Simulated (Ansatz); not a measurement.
A series of calculations on C

## 1. A change

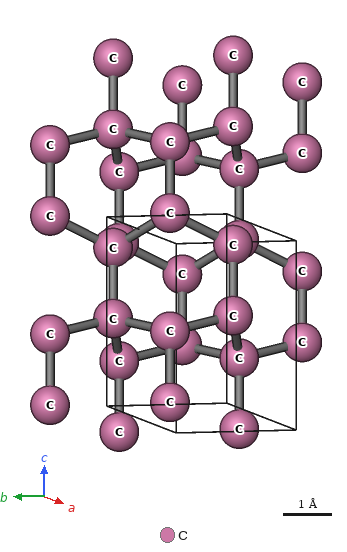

This is a symmetric starting cell of C. A ball-and-stick model of the cell of the calculation, repeated 2 × 2 × 2 with one cell outlined, seen from a free direction.

All numbers below come from Ansatz 0.2.0, DFT PBE, scalar-relativistic, plane waves, PAW. Settings: plane-wave cutoff 420 eV; k-point mesh 12 × 12 × 6; occupations gaussian; smearing width 0.02 eV; no spin polarisation.

Now this is done to it. The cell is strained by +2.2 % along c and +5.2 % across it (volume +13.3 %) and atoms are displaced by up to 0.07 Å (root mean square over those that move 0.06 Å) relative to the cell: C3 0.07 Å along −c. No relaxation follows. The starting cell wasn't computed here and needn't be at equilibrium, so pressure and forces aren't due to the change alone.

Input
```yaml
crystal:
  lattice:
    - [2.6544585908, 0.0, 0.0]
    - [-1.3272292954, 2.2988285729, 0.0]
    - [0.0, 0.0, 4.211186128]
  atoms:
    - { symbol: C, position: [0.3333333333, 0.6666666667, 0.0779728659] }
    - { symbol: C, position: [0.6666666667, 0.3333333333, 0.548896802] }
    - { symbol: C, position: [0.3333333333, 0.6666666667, 0.4220271341] }
    - { symbol: C, position: [0.6666666667, 0.3333333333, 0.951103198] }
basis:
  ecutwfc: 420
kpoints:
  mp_grid: { grid: [12, 12, 6] }
hamiltonian:
  xc: pbe
scf:
  occupations: { method: gaussian, width: 0.02 }
output:
  forces: true
  stress: true
  eigenvalues: true
  populations: true
```

Launched with:
```bash
ansatz run input.yaml --threads 1 --pin off --max-ram 1331MiB --backend cpu --events-out ev --progress --plain --runs-dir out
```

### What is the effect?

The pressure is −34.4 GPa (not all of it need come from the change, since the unchanged cell can be under pressure at this level too). The principal stresses (compression positive) are 6.3 GPa along c and −54.8 GPa across it. The largest forces, 3.8 eV/Å, act on C1 and C3; on C1 it points along −c. The forces point straight back along the displacements (cosine −0.98). Among the bonded contacts that change: C–C 1.544 → 1.449 to 1.694 Å. The space group (tolerance 0.01 Å) goes from P6_3/mmc (No. 194) to P-6m2 (No. 187).

Drawn alike, the variant:

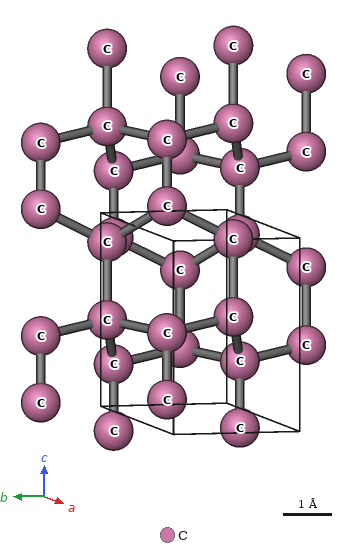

## 2. A change

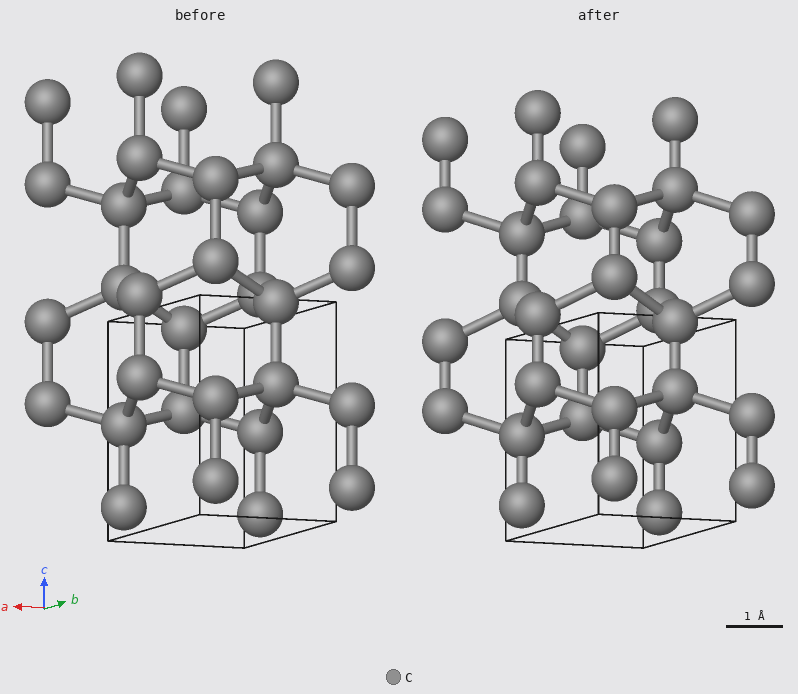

Left: a symmetric starting cell of C. Right: the same structure after one change, at the same scale. The picture is a ball-and-stick view of the cell of the calculation, repeated 2 × 2 × 2 with one cell outlined, seen from a free direction.

Computed with DFT PBE, scalar-relativistic, plane waves, PAW in Ansatz 0.2.0. Settings: plane-wave cutoff 420 eV; k-point mesh 12 × 12 × 6; occupations gaussian; smearing width 0.02 eV; no spin polarisation.

Question: What distinguishes the right structure from the left one?

Answer: The cell is strained by −8.2 % along c and +0.8 % across it (volume −6.7 %) and atoms are displaced by 0.06 Å relative to the cell. No relaxation follows. The starting cell wasn't computed here and needn't be at equilibrium, so pressure and forces aren't due to the change alone.

Question: What does the change do?

Answer: Near-neighbour distances before and after: C–C 1.544 → 1.308 to 1.579 Å. The space group stays P6_3/mmc (No. 194). The pressure is 67.5 GPa (not all of it need come from the change, since the unchanged cell can be under pressure at this level too). The principal stresses (compression positive) are 236.3 GPa along c and −16.9 GPa across it. The largest forces, 8.9 eV/Å, act on 4 C atoms of the calculation's cell. The forces point straight back along the displacements (cosine −1.00).

## 3. Distortion

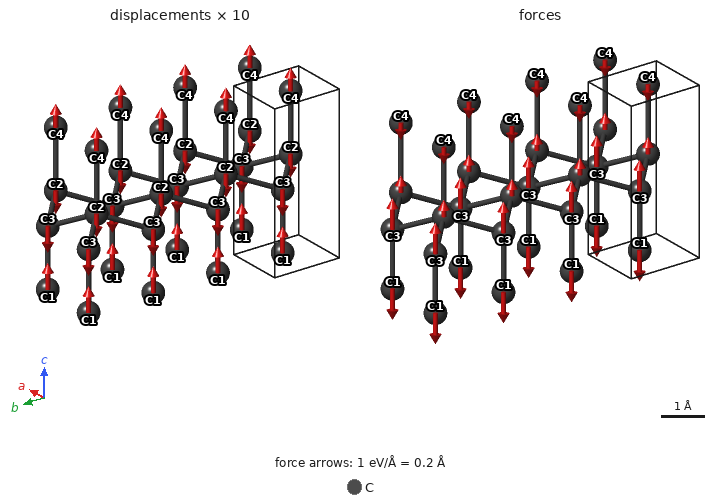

Left: a symmetric starting cell of C, with red arrows for the displacements applied to it (without the part that the change of the cell carries along). Right: the displaced structure with the computed forces. Besides, the cell is strained by +2.2 % along c and +5.2 % across it (volume +13.3 %). Style: ball-and-stick. Shown: the cell of the calculation, repeated 2 × 4 × 1 with one cell outlined, from a free direction.

These are results of DFT PBE, scalar-relativistic, plane waves, PAW (Ansatz), not measurements. Settings: plane-wave cutoff 420 eV; k-point mesh 12 × 12 × 6; occupations gaussian; smearing width 0.02 eV; no spin polarisation.

Question: How do the forces relate to the distortion?

Answer: Atoms are displaced by up to 0.07 Å (root mean square over those that move 0.06 Å) relative to the cell: C3 0.07 Å along −c. No relaxation follows. The starting cell wasn't computed here and needn't be at equilibrium, so pressure and forces aren't due to the change alone. Among the bonded contacts that change: C–C 1.544 → 1.449 to 1.694 Å. The space group (tolerance 0.01 Å) goes from P6_3/mmc (No. 194) to P-6m2 (No. 187). The pressure is −34.4 GPa (not all of it need come from the change, since the unchanged cell can be under pressure at this level too). The principal stresses (compression positive) are 6.3 GPa along c and −54.8 GPa across it. The largest forces, 3.8 eV/Å, act on C1 and C3; on C1 it points along −c. The forces point straight back along the displacements (cosine −0.98).

## 4. Distortion

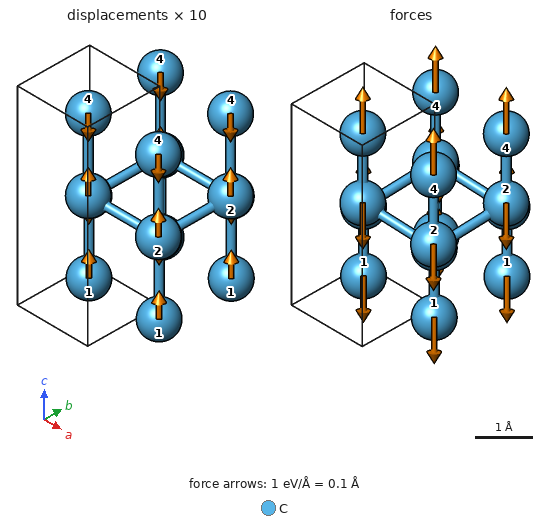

Left: a symmetric starting cell of C, with orange arrows for the displacements applied to it (without the part that the change of the cell carries along). Right: the displaced structure with the computed forces. Besides, the cell is strained by −8.2 % along c and +0.8 % across it (volume −6.7 %). Style: ball-and-stick. Shown: the cell of the calculation, repeated 2 × 2 × 1 with one cell outlined, from a free direction.

These are results of DFT PBE, scalar-relativistic, plane waves, PAW in Ansatz 0.2.0, not measurements. Set-up: plane-wave cutoff 420 eV; k-point mesh 12 × 12 × 6; occupations gaussian; smearing width 0.02 eV; no spin polarisation.

**Describe the distortion and the response.**

Atoms are displaced by 0.06 Å relative to the cell. No relaxation follows. The starting cell wasn't computed here and needn't be at equilibrium, so pressure and forces aren't due to the change alone. The pressure is 67.5 GPa (not all of it need come from the change, since the unchanged cell can be under pressure at this level too). The principal stresses (compression positive) are 236.3 GPa along c and −16.9 GPa across it. The largest forces, 8.9 eV/Å, act on 4 C atoms of the calculation's cell. The forces point straight back along the displacements (cosine −1.00). Near-neighbour distances before and after: C–C 1.544 → 1.308 to 1.579 Å. The space group stays P6_3/mmc (No. 194).
